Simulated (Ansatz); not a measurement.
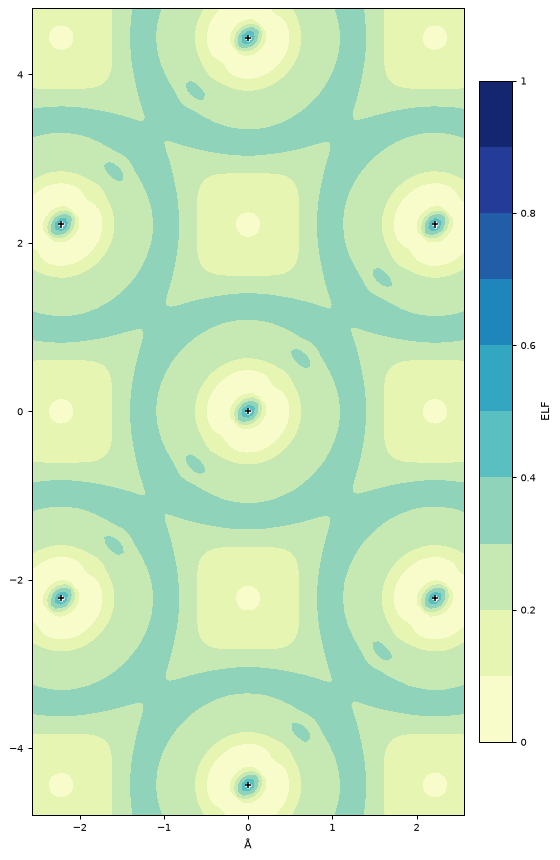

The ELF on a plane through atoms (crosses mark nuclei in the plane).

The calculation used DFT, revPBE, plane waves (420 eV) with PAW, scalar-relativistic (Ansatz).

Candidates:
A. Zn, a = 2.75 Å, b = 5.33 Å, c = 4.44 Å, α = 90.00°, β = 90.18°, γ = 90.00°. Space group C2/c; set up as Zn, beta-Sn type; a generated structure, not necessarily the stable one; changed on purpose from its base cell (volume × 1.04); computed pressure about −2 GPa in this cell.
B. Ga, a = 4.44 Å, b = 4.44 Å, c = 4.44 Å, α = 90.00°, β = 90.00°, γ = 90.00°. Space group Fm-3m; set up as Ga, fcc; a generated structure, not necessarily the stable one; changed on purpose from its base cell (volume × 1.12); computed pressure about −4 GPa in this cell; computed without spin polarisation.

Which candidate gave the map?

Answer. Candidate B: Ga on the (010) plane of the conventional cell, which holds Ga. Ga–Ga (3.14 Å): the ELF is about 0.30 at the midpoint; no shared electron pair shows on this line.
